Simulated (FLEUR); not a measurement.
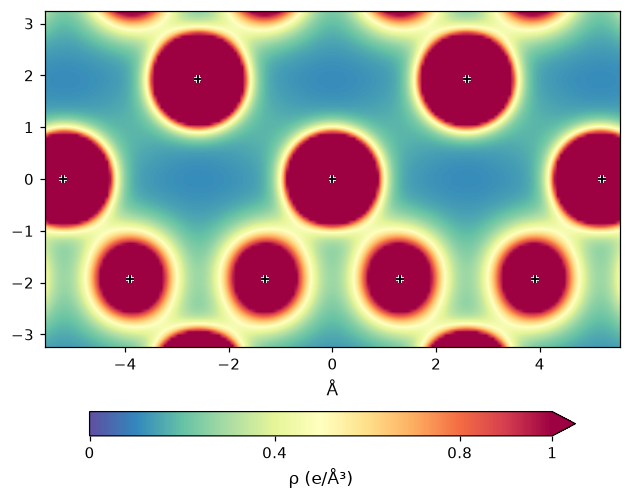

The total electron density on a plane through atoms (crosses mark nuclei in the plane).

The calculation used Kohn-Sham DFT of a periodic cell, LDA, all-electron in FLEUR MaX-R8.1 (later development tree).

Candidates:
A. TaN, a = 4.42 Å, b = 4.42 Å, c = 4.42 Å, α = 90.00°, β = 90.00°, γ = 90.00°. Space group Fm-3m; a structure from a database of computed crystals, not necessarily the ambient phase.
B. HfC, a = 3.34 Å, b = 3.34 Å, c = 5.20 Å, α = 90.00°, β = 90.00°, γ = 120.00°. Space group P6₃/mmc; a structure from a database of computed crystals, not necessarily the ambient phase.

Question: Which system is this?

Answer: Candidate B: HfC on the (110) plane of the conventional cell, which holds Hf and C. Hf–C (2.33 Å): ρ is about 0.47 e/Å³ halfway.
